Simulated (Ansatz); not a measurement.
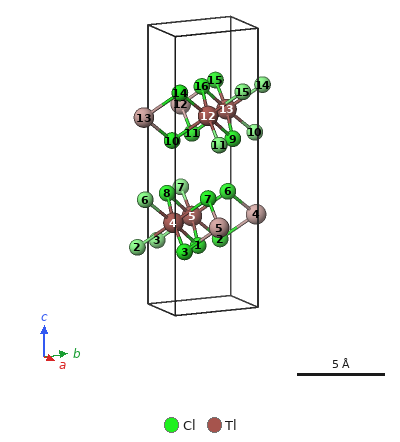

Fig. 1: The structure (ball-and-stick view of the cell of the calculation, with the vacuum cut short, seen slightly off an axis; neighbours outside the cell are drawn fainter; atoms are numbered from 1 in the order of the input). Near neighbours in the crystal (not all of them lie inside the picture): Cl has 2 Tl at 2.61 Å; Tl has 6 Cl at 2.61 Å.

TlCl$_{3}$: single-point calculation

System: TlCl$_{3}$ (slab, 16 atoms in the cell).
Method: DFT PBEsol, scalar-relativistic, plane waves, PAW, no spin polarisation (Ansatz 0.2.0).

The structure derives from a Materials Project entry. It belongs to a series of runs on one base structure; here: (0 0 1) slab cut from the bulk. Figures and captions count atoms from 1; the log counts them from 0 in places.

**The input**
```yaml
crystal:
  lattice:
    - [6.6392762378, 0.0, 0.0]
    - [-3.3103317186, 5.7551449048, 0.0]
    - [0.0, 0.0, 24.2881996994]
  atoms:
    - { symbol: Cl, position: [0.4562401033, 0.4562401033, 0.3087919275] }
    - { symbol: Cl, position: [0.1723158456, 0.8153697379, 0.3092054375] }
    - { symbol: Cl, position: [0.8153697379, 0.1723158456, 0.3092054375] }
    - { symbol: Tl, position: [0.4818902174, 0.148504807, 0.3704017256] }
    - { symbol: Tl, position: [0.148504807, 0.4818902174, 0.3704017256] }
    - { symbol: Cl, position: [0.4580791788, 0.8150252864, 0.4315980136] }
    - { symbol: Cl, position: [0.8150252864, 0.4580791788, 0.4315980136] }
    - { symbol: Cl, position: [0.1741549211, 0.1741549211, 0.4320115237] }
    - { symbol: Cl, position: [0.7714376155, 0.7714376155, 0.5679884763] }
    - { symbol: Cl, position: [0.4875133577, 0.1305672501, 0.5684019864] }
    - { symbol: Cl, position: [0.1305672501, 0.4875133577, 0.5684019864] }
    - { symbol: Tl, position: [0.7970877296, 0.4637023191, 0.6295982744] }
    - { symbol: Tl, position: [0.4637023191, 0.7970877296, 0.6295982744] }
    - { symbol: Cl, position: [0.773276691, 0.1302227986, 0.6907945625] }
    - { symbol: Cl, position: [0.1302227986, 0.773276691, 0.6907945625] }
    - { symbol: Cl, position: [0.4893524333, 0.4893524333, 0.6912080725] }
basis:
  ecutwfc: 420
kpoints:
  mp_grid: { grid: [5, 5, 1] }
hamiltonian:
  xc: pbesol
scf:
  occupations: { method: gaussian, width: 0.05 }
output:
  forces: true
  eigenvalues: true
  write_density: true
  write_potential: true
  elf: true
  volumetric_format: npy
efield:
  axis: 3
  dipole_correction: true
  ramp_width: 0.04
```

Machine: 4 threads of Arm Neoverse V2, 24 GiB of memory available, shared host.

Launch command:
```bash
ansatz run input.yaml --threads 4 --pin off --max-ram 10240MiB --backend cpu --events-out ev --progress --plain --runs-dir out
```

**The program's output**
```
Engine: ansatz 0.2.0, aarch64-unknown-linux-gnu
Pseudopotentials: kind: paw
Pseudopotential: Cl, paw, valence charge 7, recommended cutoff 420 eV (normal), Cl.paw.azcp
Pseudopotential: Tl, paw, valence charge 13, recommended cutoff 420 eV (normal), Tl.paw.azcp
Functional definition: PBEsol
  exchange = pbesol_x
  correlation = pbesol_c
Crystal: 16 atoms, lattice volume = 928.052 Å³
Basis set: ecut = 420 eV, 18081 PW (Γ), exchange–correlation on 90×90×360 points (8 copies of the dense FFT grid, shifted against one another)
Bands: 84, of which v1, the nominal top of the filled ones, is band 68 counted from 1 (67 counted from 0)
Symmetry: 2 space group operations
k-points: 9 of 25 (time reversal used)
Non-local potential: Cl, projectors of the file, l = 0: 2, l = 1: 2, l = 2: 2
Non-local potential: Tl, projectors of the file, l = 0: 2, l = 1: 2, l = 2: 2, l = 3: 1
PAW form: soft (Blöchl's): semilocal exchange-correlation on the pseudo side does not see the compensation charge
PAW frozen core: Cl, regenerated for the run's functional, and the local potential with it (the file was generated under x = pbe(κ = 0.804, μ = 0.2195149727645171), c = pbe(β = 0.06672455060314922))
PAW frozen core: Tl, regenerated for the run's functional, and the local potential with it (the file was generated under x = pbe(κ = 0.804, μ = 0.2195149727645171), c = pbe(β = 0.06672455060314922))
PAW one-centre angular grid: Cl, 110 points (default); XC on 64 Gauss nodes
PAW one-centre angular grid: Tl, 590 points (default); XC on 64 Gauss nodes
Initial density: superposition of atomic densities (neutral atoms: chi_scale 0, normalization atom), corrected by the library's trained network
Initial wavefunctions: pseudopotential atomic-orbital guess
Functional: x = pbesol(κ = 0.804, μ = 0.12345679012345678), c = pbesol(β = 0.046)
SCF iter   1: F=—  HF=-57923.148036 eV  |F-HF|=—  |Δ(HF+E_count)|=         —  Δρ=2.68e-3  dr2=1.00e-1  ethr=1.77e-3  p=-0.000 e·Å  D=-2.85e-12 V/Å  ΔV_dip=0.00 eV  dr2_dipole=1.41e-11  V_vac-E_F(+/−)=6.89/6.89 eV  ⟨swp⟩=6.4  Hψ=3291  notcnv=0  defer=29
efield: sawtooth ramp at fractional position 0.9800 (placed from the atoms, in the widest stretch of the axis that holds none; the zero of the levels goes with the place), width 0.0400; the density the first Hamiltonian is built on has a dipole p = -0.000 e·Å; the dipole correction subtracts the counter field D = -2.85e-12 V/Å, which shifts the + side's vacuum level by +0.00 eV against the − side's; the planar-averaged density in the ramp window peaks in size at 9.8e-6 e/Å³
preconditioner: auto → Resta (q_TF=auto, 1.981 Å⁻¹)  ε∞=2.3  [insulator: Δε(μ)=2.401 eV  Ē_g=12.296 eV  σ=0.050 eV  W_gap=1.00  n_scr=122 (ndim 8)  ℏωp=14.2 eV  f_vac=0.511  D(μ)=0.00/eV (n_scr^D=0)  ε∞_Penn≈2.3  vacuum switching on, ρ_ref=1.1e-2 e/Å³]
SCF iter   2: F=—  HF=-57923.124800 eV  |F-HF|=—  |Δ(HF+E_count)|=   2.32e-2  Δρ=8.99e-4  dr2=6.93e-3  ethr=7.37e-5  p=0.000 e·Å  D=6.98e-8 V/Å  ΔV_dip=-0.00 eV  dr2_dipole=3.74e-10  V_vac-E_F(+/−)=6.88/6.88 eV  ⟨swp⟩=2.0  Hψ=1521  notcnv=0  defer=95
SCF iter   3: F=—  HF=-57923.123972 eV  |F-HF|=—  |Δ(HF+E_count)|=   8.28e-4  Δρ=2.85e-4  dr2=9.51e-4  ethr=5.10e-6  p=0.000 e·Å  D=3.92e-6 V/Å  ΔV_dip=-0.00 eV  dr2_dipole=9.00e-10  V_vac-E_F(+/−)=6.88/6.88 eV  ⟨swp⟩=2.4  Hψ=1292  notcnv=0  defer=95
SCF iter   4: F=—  HF=-57923.124151 eV  |F-HF|=—  |Δ(HF+E_count)|=   1.78e-4  Δρ=1.32e-4  dr2=3.62e-4  ethr=7.00e-7  p=-0.000 e·Å  D=-2.23e-6 V/Å  ΔV_dip=0.00 eV  dr2_dipole=7.12e-10  V_vac-E_F(+/−)=6.86/6.86 eV  ⟨swp⟩=2.0  Hψ=867  notcnv=0  defer=95
SCF iter   5: F=—  HF=-57923.124153 eV  |F-HF|=—  |Δ(HF+E_count)|=   2.97e-6  Δρ=4.46e-5  dr2=2.55e-5  ethr=2.66e-7  p=0.000 e·Å  D=8.51e-7 V/Å  ΔV_dip=-0.00 eV  dr2_dipole=4.21e-11  V_vac-E_F(+/−)=6.86/6.86 eV  ⟨swp⟩=2.0  Hψ=850  notcnv=0  defer=95
SCF iter   6: F=—  HF=-57923.123904 eV  |F-HF|=—  |Δ(HF+E_count)|=   2.50e-4  Δρ=1.03e-5  dr2=1.15e-6  ethr=1.88e-8  p=0.000 e·Å  D=3.46e-8 V/Å  ΔV_dip=-0.00 eV  dr2_dipole=1.23e-12  V_vac-E_F(+/−)=6.86/6.86 eV  ⟨swp⟩=2.0  Hψ=922  notcnv=0  defer=95
SCF iter   7: F=—  HF=-57923.123905 eV  |F-HF|=—  |Δ(HF+E_count)|=   1.54e-6  Δρ=3.96e-6  dr2=2.44e-7  ethr=8.49e-10  p=0.000 e·Å  D=4.47e-7 V/Å  ΔV_dip=-0.00 eV  dr2_dipole=2.40e-11  V_vac-E_F(+/−)=6.86/6.86 eV  ⟨swp⟩=2.1  Hψ=1255  notcnv=0  defer=95
SCF iter   8: F=-57923.123905 eV  HF=-57923.123905 eV  |F-HF|=7.64e-10  |Δ(HF+E_count)|=   6.67e-9  Δρ=1.21e-6  dr2=1.74e-8  ethr=7.35e-11  p=-0.000 e·Å  D=-2.50e-7 V/Å  ΔV_dip=0.00 eV  dr2_dipole=6.61e-12  V_vac-E_F(+/−)=6.86/6.86 eV  ⟨swp⟩=19.8  Hψ=6494  notcnv=0
SCF 1 converged in 8 iterations: F = -57923.123905 eV  dr2 = 1.74e-8
  greatest PAW one-centre occupation: 0.973 electrons in one spin orbital (limit 2), on the Tl atom at site 4 (counted from 0), in its partial waves of l = 2
WARN: The output density's exchange-correlation potential varies sharply where the density is thin. Do not read a vacuum level from v_tot or v_xc, or from such a field of the output density. On a cell that repeats whose density bears no net charge and no dipole along the vacuum's axis use v_es (v_loc + v_h of the components); under efield.dipole_correction with no amplitude use v_es + v_field, which holds any external_charges[].barrier, or the levels of the report's work_function block, which leave it out; under a non-zero efield.amplitude the vacuum is tilted and has no level; on a cell that repeats and bears such a dipole with no correction it is tilted too, and efield.dipole_correction with no amplitude gives each side of its ramp a level where efield: is served; in a cell that repeats whose density bears a net charge (total_charge, or a fill off its count) it is curved and has none; of a slab under crystal.periodic whose density bears no net charge use v_es, which has a level on each side, short of where the two are joined; of another it falls or rises all the way out and has none; of a slab beside external_charges read slab_vacuum_level instead, which it has where they leave it neutral. The grid or the basis barely resolves most such structure, and the values can differ between equally converged runs; as a rule a tighter scf.convergence.dr2_threshold does not remove it. Where the density itself ripples (under the LDA too) a higher basis.ecutwfc lessens it. The files hold the spikes' plane waves up to the density's cutoff. Files: v_tot_of_output_density and the like, and their columns of v_z.tsv (output.write_potential); v_xc_of_output_density and the like, and their columns of v_comp_z.tsv (output.write_potential_components). Measured: with its Gaussian average of σ = 0.25 Å subtracted twice, the exchange-correlation potential is over 0.1 eV at 108 of the grid points where the equally averaged density (valence and model cores) is under 1e-3 e/Å³, and 0.177 eV at the most among them, at an averaged density of 9.3e-4 e/Å³. The input density's (outcome.potential() and, of a run that writes arrays, v_tot and v_xc) is over 0.1 eV, so measured, at 104 points of its own thin density, 0.179 eV at the most. See output.write_potential in the manual, Limitations
SCF converged after 8 iterations
Free energy (F): -57923.123905 eV
Harris-Foulkes:  -57923.123905 eV  (|F-HF|=7.64e-10)
Internal energy: -57923.123905 eV  (E = F + TS)
E sigma→0 (E₀):  -57923.123905 eV
Fermi energy:    -2.101293 eV
Dipole field:    D = 0.000001 V/Å  (p = 0.000007 e·Å, saw-weighted, corrected)
Work function:   Φ+ = 6.8596 eV   Φ− = 6.8596 eV
Levels:          The Fermi level and band energies are counted from a zero that moves with the ramp; work functions are not
--- Per-component energies (eV) ---
  E_band       = -1243.478501
  E_kinetic    = 3277.278762
  E_local      = -56720.971585  (includes V_loc(G=0)·N_el)
  E_nonlocal   = 1631.866371
  E_hartree    = 26841.344767
  E_xc         = -2162.862426
  E_vxc        = -1996.209468  (∫ρ·V_xc dr)
  E_paw        = -47807.809705  (= ΣΔE_a)
  E_vpaw       = -1118.133084  (= ΣTr[D̂ρ^β])
  E_aug_tail   = 0.001270  (compensation charges beyond the density's cutoff)
  E_efield     = 0.000000  (sawtooth field / dipole correction)
  E_vefield    = 0.000000  (∫n·V_field dr)
  E_ewald      = 17016.934396
  E_core_change = 1.094245  (= ΣΔE_core)
  E_smearing   = -0.000000  (= −TS)
  E_closure    = -0.000000  (closes the sum)
  Σ components = -57923.123905   (vs F -57923.123905, Δ=0.00e0)
--- Forces (eV/Å), atoms counted from 1 ---
  atom   1  Cl     0.00003096     0.00005352     0.00454964
  atom   2  Cl     0.00378672    -0.00166393    -0.00159416
  atom   3  Cl    -0.00333040     0.00245283    -0.00159416
  atom   4  Tl     0.00049496    -0.00113760    -0.00176606
  atom   5  Tl    -0.00123289    -0.00013816    -0.00176606
  atom   6  Cl     0.00016600     0.00002571     0.00045083
  atom   7  Cl    -0.00006048     0.00015671     0.00045083
  atom   8  Cl     0.00036925     0.00063837    -0.00110842
  atom   9  Cl    -0.00036855    -0.00063716     0.00110526
  atom  10  Cl    -0.00016638    -0.00002582    -0.00045237
  atom  11  Cl     0.00006057    -0.00015710    -0.00045237
  atom  12  Tl     0.00123333     0.00013735     0.00177162
  atom  13  Tl    -0.00049587     0.00113757     0.00177162
  atom  14  Cl    -0.00378716     0.00166347     0.00159233
  atom  15  Cl     0.00333022    -0.00245343     0.00159233
  atom  16  Cl    -0.00003035    -0.00005247    -0.00455239
  max |Σ_I F_I| component: 1.52e-6 eV/Å
--- Band table (eV; the first three rows and the last of 9) ---
  k-point 0: bands = ["-16.9823", "-16.9439", "-16.4086", "-16.4058", "-16.4050", "-16.4040", "-16.3351", "-16.3330", "-16.3320", "-16.3319", "-16.3228", "-16.2759", "-12.8499", "-12.8497", "-12.8484", "-12.8481", "-12.8191", "-12.8162", "-12.7723", "-12.7723", "-12.7720", "-12.7719", "-12.7421", "-12.7420", "-12.7416", "-12.7414", "-12.6917", "-12.6916", "-12.4395", "-12.4390", "-12.4382", "-12.4377", "-8.7356", "-8.7342", "-7.7881", "-7.6871", "-5.8568", "-5.8538", "-5.6911", "-5.6898", "-5.6760", "-5.6550", "-5.1315", "-5.1032", "-5.0598", "-5.0566", "-4.4856", "-4.3495", "-4.2763", "-4.1672", "-3.9280", "-3.8061", "-3.7983", "-3.7739", "-3.7574", "-3.7038", "-3.6941", "-3.6904", "-3.6794", "-3.6258", "-3.5363", "-3.5024", "-3.4991", "-3.4900", "-3.3546", "-3.3536", "-3.3321", "-3.3221", "-0.8805", "-0.5871", "-0.3710", "-0.3638", "2.9971", "3.0463", "4.3695", "4.4811", "4.4829", "4.4969", "4.5701", "4.5846", "4.6073", "4.6079", "4.7461", "4.7570"]
  k-point 1: bands = ["-16.9282", "-16.8920", "-16.4454", "-16.4387", "-16.4297", "-16.4208", "-16.3630", "-16.3565", "-16.3478", "-16.3336", "-16.2794", "-16.2538", "-12.9061", "-12.9037", "-12.8536", "-12.8514", "-12.8197", "-12.8173", "-12.7956", "-12.7954", "-12.7913", "-12.7912", "-12.7202", "-12.7196", "-12.7115", "-12.7114", "-12.6863", "-12.6856", "-12.4549", "-12.4487", "-12.4022", "-12.3992", "-8.6603", "-8.6358", "-7.8362", "-7.7642", "-5.9246", "-5.8866", "-5.7189", "-5.6563", "-5.5843", "-5.5218", "-5.1539", "-5.1065", "-4.9156", "-4.8901", "-4.4709", "-4.3946", "-4.1793", "-4.1316", "-4.0144", "-3.9103", "-3.8585", "-3.8207", "-3.7864", "-3.7264", "-3.7096", "-3.7041", "-3.6606", "-3.6204", "-3.5971", "-3.5637", "-3.5275", "-3.4648", "-3.4198", "-3.4186", "-3.3823", "-3.3433", "-0.6930", "-0.5084", "-0.4325", "-0.3436", "3.3298", "3.3557", "4.0750", "4.1844", "4.2219", "4.4005", "4.4943", "4.5762", "4.6290", "4.7560", "4.8364", "4.9018"]
  k-point 2: bands = ["-16.7973", "-16.7703", "-16.5539", "-16.5371", "-16.4639", "-16.4526", "-16.3981", "-16.3905", "-16.3280", "-16.3095", "-16.2595", "-16.2440", "-12.9734", "-12.9718", "-12.8453", "-12.8415", "-12.8328", "-12.8318", "-12.8204", "-12.8193", "-12.7926", "-12.7916", "-12.7167", "-12.7157", "-12.6832", "-12.6830", "-12.6714", "-12.6712", "-12.4847", "-12.4774", "-12.3555", "-12.3498", "-8.4664", "-8.4357", "-7.9682", "-7.9500", "-6.0171", "-5.9421", "-5.5314", "-5.4857", "-5.3947", "-5.2988", "-5.1920", "-5.1107", "-4.9864", "-4.9298", "-4.4290", "-4.4057", "-4.2706", "-4.2454", "-4.1219", "-4.0220", "-3.9294", "-3.8759", "-3.7893", "-3.7657", "-3.7103", "-3.6788", "-3.6473", "-3.6050", "-3.5879", "-3.5089", "-3.4973", "-3.4777", "-3.4610", "-3.4202", "-3.4072", "-3.3931", "-0.5562", "-0.4654", "-0.4234", "-0.3600", "3.5988", "3.7932", "3.8858", "3.9676", "4.0399", "4.1912", "4.4732", "4.6095", "4.7964", "5.0386", "5.1431", "5.3076"]
  k-point 8: bands = ["-16.7990", "-16.7667", "-16.5473", "-16.5409", "-16.4712", "-16.4514", "-16.4007", "-16.3884", "-16.3343", "-16.3040", "-16.2552", "-16.2453", "-12.9740", "-12.9716", "-12.8462", "-12.8417", "-12.8326", "-12.8325", "-12.8207", "-12.8193", "-12.7926", "-12.7908", "-12.7162", "-12.7155", "-12.6828", "-12.6825", "-12.6717", "-12.6715", "-12.4861", "-12.4759", "-12.3570", "-12.3491", "-8.4566", "-8.4494", "-7.9612", "-7.9509", "-6.0205", "-5.9376", "-5.5361", "-5.4876", "-5.3854", "-5.2825", "-5.2311", "-5.0946", "-4.9774", "-4.9304", "-4.4268", "-4.4090", "-4.2907", "-4.2483", "-4.0978", "-4.0146", "-3.9525", "-3.8355", "-3.8217", "-3.7817", "-3.7135", "-3.6580", "-3.6332", "-3.6069", "-3.5652", "-3.5227", "-3.5174", "-3.4671", "-3.4655", "-3.4379", "-3.4116", "-3.3854", "-0.5358", "-0.4637", "-0.4089", "-0.3883", "3.6019", "3.7860", "3.9099", "3.9508", "4.0385", "4.2250", "4.4090", "4.6596", "4.7937", "5.0601", "5.1381", "5.3258"]
```

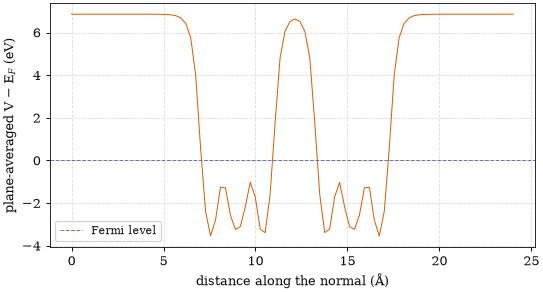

Fig. 2: Plane average of the electrostatic potential energy of an electron across the cell, from the Fermi level. The vacuum level lies 6.86 eV above the Fermi level.

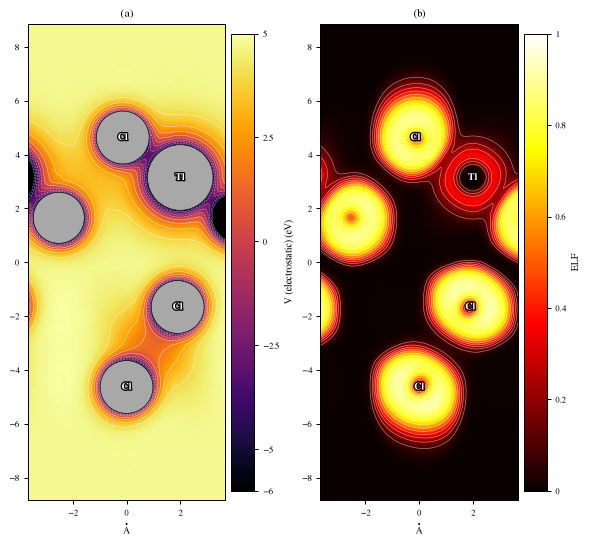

Fig. 3: (a) electrostatic potential (local pseudopotential plus Hartree) felt by an electron; (b) electron localisation function on the (100) plane of the calculation cell, a cut from vacuum to vacuum. Grey discs, where drawn, cover atomic cores. Atoms in the plane: Cl and Tl. Tl–Cl (2.61 Å): the ELF peaks at about 0.85 in the valence shell of Cl, 0.7 Å from its nucleus, and drops to about 0.20 between the two atoms. The fields are those of the smooth PAW valence density.

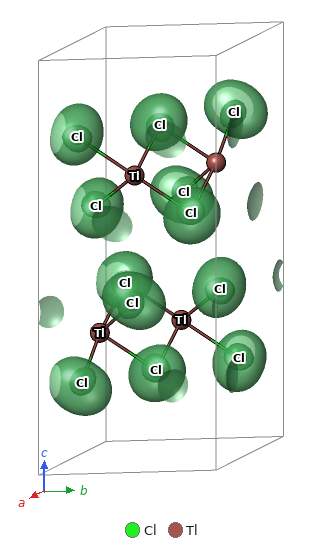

Fig. 4: Isosurface of the electron localisation function at 0.8 (green), seen slightly off an axis. Core shells and regions of very low density are left out. Sticks mark near contacts. Counts are for one cell; the picture repeats the cell along the surface. Profiles from the grid: Tl–Cl (2.61 Å): the ELF peaks at about 0.85 in the valence shell of Cl, 0.7 Å from its nucleus, and drops to about 0.20 between the two atoms.

**Results in brief**

```json
{"quantity": "outcome", "value": "converged"}
{"quantity": "electrons treated", "value": "136"}
{"quantity": "free energy", "value": "−57923.1239 eV"}
{"quantity": "work function, top face", "value": "6.86 eV"}
{"quantity": "work function, bottom face", "value": "6.86 eV"}
{"quantity": "Fermi energy", "value": "−2.101 eV"}
{"quantity": "gap on the k-point mesh", "value": "2.44 eV"}
{"quantity": "work function (upper face)", "value": "6.86 eV"}
{"quantity": "largest force (length of the vector)", "value": "0.005 eV/Å"}
{"quantity": "wall time", "value": "20 s (CPU time 78 s)"}
{"quantity": "peak memory", "value": "2 GiB"}
```

**Remarks**

The program warns: the exchange-correlation potential is rough where the density is thin. Spin–orbit coupling is left out, which matters for Tl.
